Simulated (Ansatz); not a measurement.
Pt (slab)

```yaml
crystal:
  lattice:
    - [2.80729, 0.00000, 0.00000]
    - [0.00000, 2.80729, 0.00000]
    - [0.00000, 0.00000, 24.92528]
  atoms:
    - { symbol: Pt, position: [0.50000, 0.50000, 0.30090] }
    - { symbol: Pt, position: [0.00000, 0.00000, 0.38054] }
    - { symbol: Pt, position: [0.50000, 0.50000, 0.46018] }
    - { symbol: Pt, position: [0.00000, 0.00000, 0.53982] }
    - { symbol: Pt, position: [0.50000, 0.50000, 0.61946] }
    - { symbol: Pt, position: [0.00000, 0.00000, 0.69910] }
```

Not relaxed (largest force 0.3 eV/Å).

These are results of DFT PBE, scalar-relativistic, plane waves, PAW in Ansatz, not measurements.

### What will maps of the valence pseudo-density and electron localisation function show?

Pt–Pt (2.81 Å): the density is about 0.35 e/Å³ at the midpoint; the ELF is about 0.30 at the midpoint: no shared electron pair shows on this line.

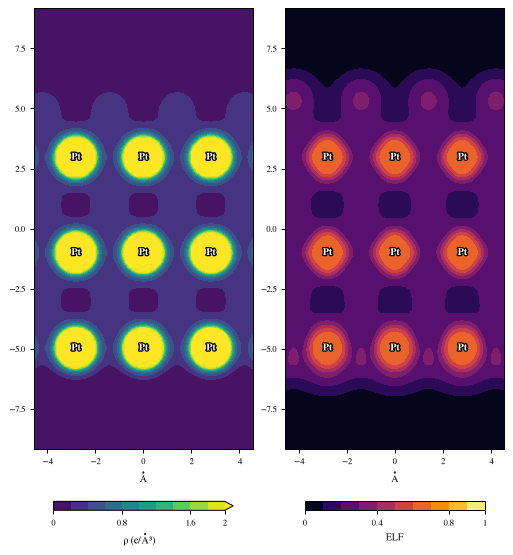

Computed valence pseudo-density and electron localisation function on the (010) plane of the calculation cell, a cut from vacuum to vacuum, in this order. 

The density is the valence pseudo-density of a PAW calculation; it isn't the true density close to the nuclei.
